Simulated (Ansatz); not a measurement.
# HfO$_{3}$: what the fields show

```
Hf O
1.0
     3.19989    0.00000    0.00000
     0.00000    3.19989    0.00000
     0.00000    0.00000    7.16023
Hf O
2 6
Cartesian
  0.0000 0.0000 0.0000
  1.5999 1.5999 3.5801
  0.0000 1.5999 1.7901
  1.5999 0.0000 5.3702
  1.5999 0.0000 1.7901
  0.0000 1.5999 5.3702
  0.0000 0.0000 3.5801
  1.5999 1.5999 0.0000
```

Space group I4/mmm; a structure generated by program, which may or may not match a known phase.

Level of theory: DFT PBE, scalar-relativistic, plane waves, PAW in Ansatz 0.2.0.

Core electrons are frozen (PAW), and the valence fields are smoothed inside the atomic spheres.

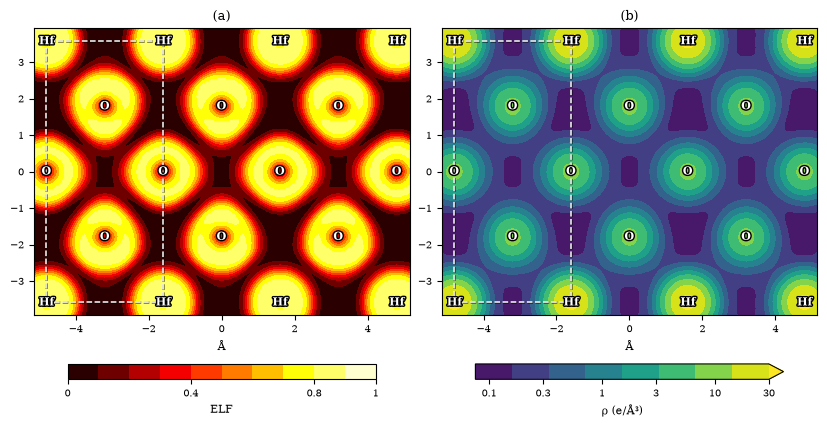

Figure 1. (a) electron localisation function; (b) valence charge density (pseudo) on the (100) plane of the conventional cell.

**Describe what can be read from this map.**

- The section cuts through Hf and O sites.
- Hf–Hf (3.20 Å): ρ is about 0.13 e/Å³ halfway; the ELF is about 0.05 at the midpoint: no shared electron pair shows on this line.
- Hf–O (2.40 Å): ρ at the midpoint is about 0.33 e/Å³; the ELF is about 0.10 at the midpoint: no localised pair shows between them.
- Between the atoms the lowest density in this plane is 0.08 e/Å³.
- The features right at Hf lie inside the PAW spheres, where the map follows smoothed inner orbitals and isn't to be read closely.

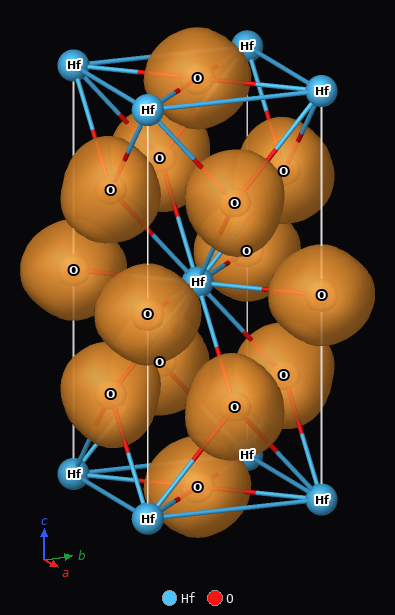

Figure 2. Isosurface of the ELF at 0.6 (orange), seen slightly off an axis. Core shells and regions of very low density are left out. Sticks mark near contacts.

**What do the ELF domains correspond to?**

The surface consists of six regions wrapped around O (the valence shell of each), counted in one cell of 8 atoms. Any copies at cell faces, edges or corners count once.


Hf–O (2.26 Å): the ELF peaks at about 0.85 in the valence shell of O, 0.6 Å from its nucleus, and drops to about 0.15 between the two atoms: no localised pair shows between them.

**Metal or insulator at this level of theory?**

It is gapless in this calculation (a metal or semimetal).
